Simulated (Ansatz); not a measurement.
**C: density, localisation and related maps**

Input file:

```
crystal:
  lattice:
    - [4.7749561441, 0.0, 0.0]
    - [-2.3874780721, 4.1352333227, 0.0]
    - [0.0, 0.0, 4.1319840994]
  atoms:
    - { symbol: C, position: [0.6699045651, 0.3400883619, 0.1834601066] }
    - { symbol: C, position: [0.3365712317, 0.6734216952, 0.1834601066] }
    - { symbol: C, position: [0.6699045651, 0.3400883619, 0.8165398934] }
    - { symbol: C, position: [0.3365712317, 0.6734216952, 0.8165398934] }
    - { symbol: C, position: [0.4862746196, 0.4899523242, 0.3395339646] }
    - { symbol: C, position: [0.0033857245, 0.4894741896, 0.3395339646] }
    - { symbol: C, position: [0.5038638591, 0.0070634291, 0.3395339646] }
    - { symbol: C, position: [0.4862746196, 0.4899523242, 0.6604660354] }
    - { symbol: C, position: [0.5038638591, 0.0070634291, 0.6604660354] }
    - { symbol: C, position: [0.0033857245, 0.4894741896, 0.6604660354] }
basis:
  ecutwfc: 420
kpoints:
  mp_grid: { grid: [12, 12, 10] }
hamiltonian:
  xc: lda
scf:
  occupations: { method: gaussian, width: 0.15 }
output:
  forces: true
  stress: true
  eigenvalues: true
  write_density: true
  write_potential: true
  elf: true
  volumetric_format: npy
```

Launched as:

```sh
ansatz run input.yaml --threads 2 --pin off --max-ram 5120MiB --backend cpu --events-out ev --progress --plain --runs-dir out
```

Below, planes, directions and counts refer to the conventional cell (a = 4.13 Å, b = 4.77 Å, c = 8.27 Å, α = 90.00°, β = 90.00°, γ = 90.00°).

Space group Amm2; not relaxed (largest force 1.1 eV/Å).

Method: Ansatz, DFT LDA, scalar-relativistic, plane waves, PAW.

The density is the valence pseudo-density of a PAW calculation; it isn't the true density close to the nuclei.

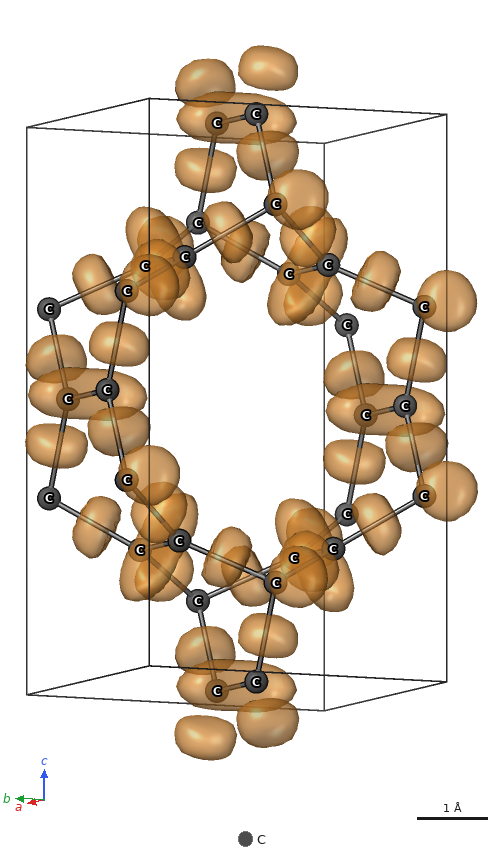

Figure 1. Isosurface of the electron localisation function at 0.8 (orange), seen at an oblique angle. Core shells and regions of very low density are left out. Sticks mark near contacts.

Question: Where are the electrons localised?

Answer: The surface consists of 34 regions between bonded C–C atoms, counted in one cell of 20 atoms. Regions shared between cells count once. Along the contacts the grid gives the following. C–C (1.33 Å): the ELF peaks at about 0.90 between the atoms. C–C (1.52 Å): the ELF peaks at about 0.95 between the atoms.

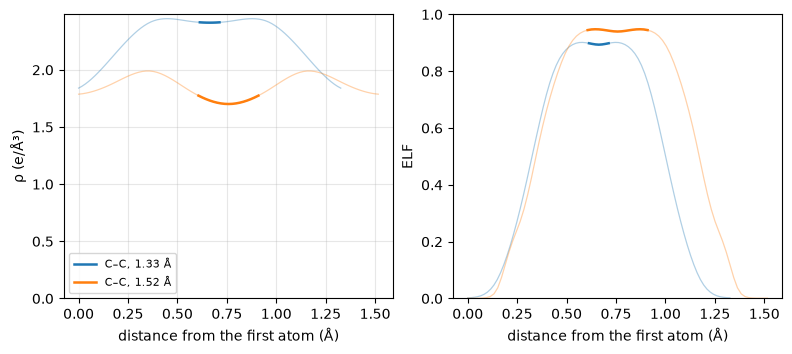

Figure 2. Valence pseudo-density and electron localisation function along straight lines between neighbouring atoms. Thin, pale parts lie inside the atomic spheres.

Question: Compare the contacts.

Answer: C–C (1.33 Å): ρ is about 2.4 e/Å³ halfway; the ELF peaks at about 0.90 between the atoms.
C–C (1.52 Å): ρ is about 1.7 e/Å³ halfway; the ELF peaks at about 0.95 between the atoms.

Question: Metal or insulator at this level of theory?

Answer: It is gapless in this calculation (a metal or semimetal).
